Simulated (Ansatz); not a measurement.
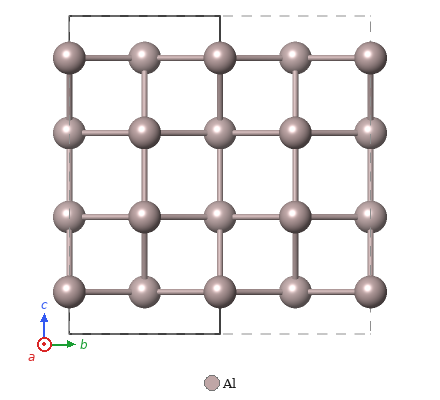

The structure, seen along [100]; the drawing may span several cells.

Structure (in its standard cell), the end point of a relaxation with Ansatz 0.2.0, DFT PBE, scalar-relativistic, plane waves, PAW; the starting structure was generated, so it need not be a known form of this composition:

```
Al
1.0
     2.80422    0.00000    0.00000
     0.00000    4.91941    0.00000
     0.00000    0.00000   10.38333
Al
8
Cartesian
  0.0000 0.0000 9.0111
  1.4021 0.0000 6.5639
  0.0000 2.4597 3.8194
  1.4021 2.4597 1.3723
  1.4021 0.0000 3.8194
  0.0000 0.0000 1.3723
  1.4021 2.4597 9.0111
  0.0000 2.4597 6.5639
```

> Predict the [100] zone-axis pattern (200 kV, kinematic, B = 0.8 Å²).

The spots form a rectangular net whose two shortest vectors correspond to d = 5.19 Å and 2.46 Å, 90.0° apart. They are 0 0 2 and 0 2 0. The pattern has symmetry 2mm. The lattice centring (F) removes all reflections that break h + k = 2n, h + l = 2n; reflections such as 0 4 -2, 0 4 2 are allowed but too weak to see at this display level.

Strongest reflections with d > 0.98 Å, one of each family (|F|² from tabulated Gaussian fits of the electron scattering factors, times a small damping for the curvature of the Ewald sphere):

| hkl | d (Å) | I (strongest = 100) |
| --- | --- | --- |
| 0 0 4 | 2.596 | 100 |
| 0 2 0 | 2.460 | 90 |
| 0 2 4 | 1.785 | 36 |
| 0 0 8 | 1.298 | 13 |
| 0 4 0 | 1.230 | 12 |
| 0 2 8 | 1.148 | 9 |

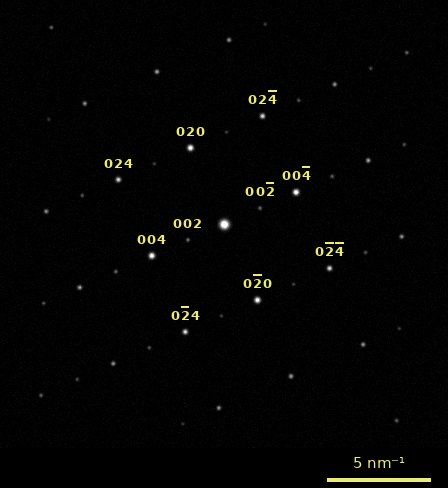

Calculated pattern, seen from the source side with [100] pointing towards the source.
